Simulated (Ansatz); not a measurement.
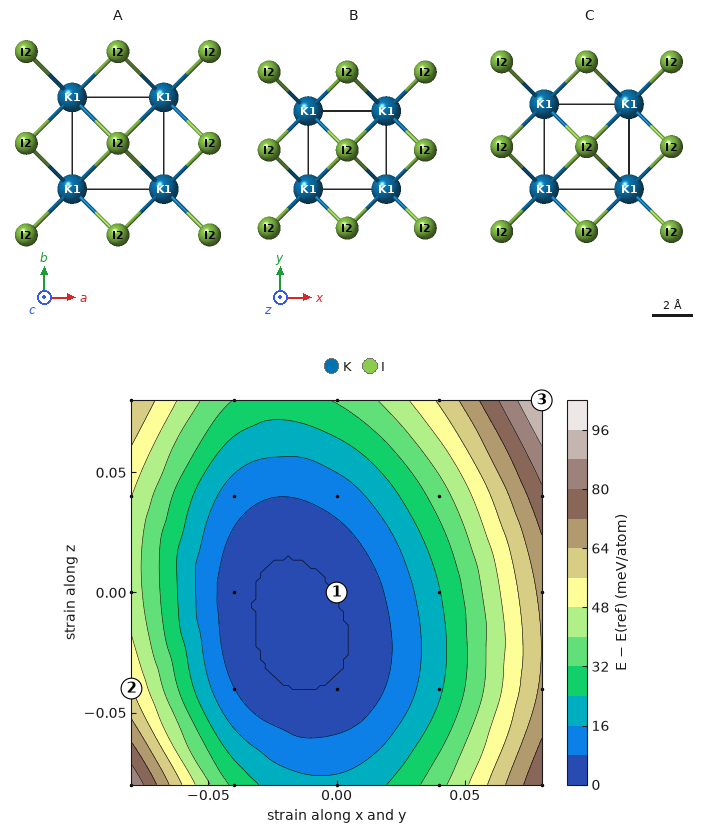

Energy scan for a crystal of KI (Pm-3m), in which the cell is strained equally along x and y and separately along z, with the atoms kept at their fractional coordinates. x, y and z are the Cartesian axes of the input. The map is interpolated between the computed points (dots). The frames are shuffled; each belongs to one numbered point. Style: ball-and-stick. Shown: the cell of the calculation, along the c axis.

The calculation used DFT PBEsol, scalar-relativistic, plane waves, PAW in Ansatz 0.2.0. Set-up: plane-wave cutoff 420 eV; k-point mesh 6 × 6 × 6; occupations gaussian; smearing width 0.05 eV; no spin polarisation. Energies (free energies at the smearing named) are counted from the cell as listed in its source, which wasn't relaxed.

Which frame belongs to which numbered point?

Point 1 is frame C, at (0.000, 0.000) and 0.0 meV/atom; 2 is frame B, at (−0.080, −0.040) and 56.2 meV/atom; 3 is frame A, at (0.080, 0.080) and 97.9 meV/atom. In pairs of (strain along x and y; strain along z): the lowest computed point lies at (0.000, 0.000) (0.0 meV/atom), the highest at (0.080, 0.080) (97.9 meV/atom).  Over the ranges scanned the energy rises more along the first axis, the in-plane strain. The pressure runs from −2.1 GPa at (0.080, 0.080) to 5.1 GPa at (−0.080, −0.080).
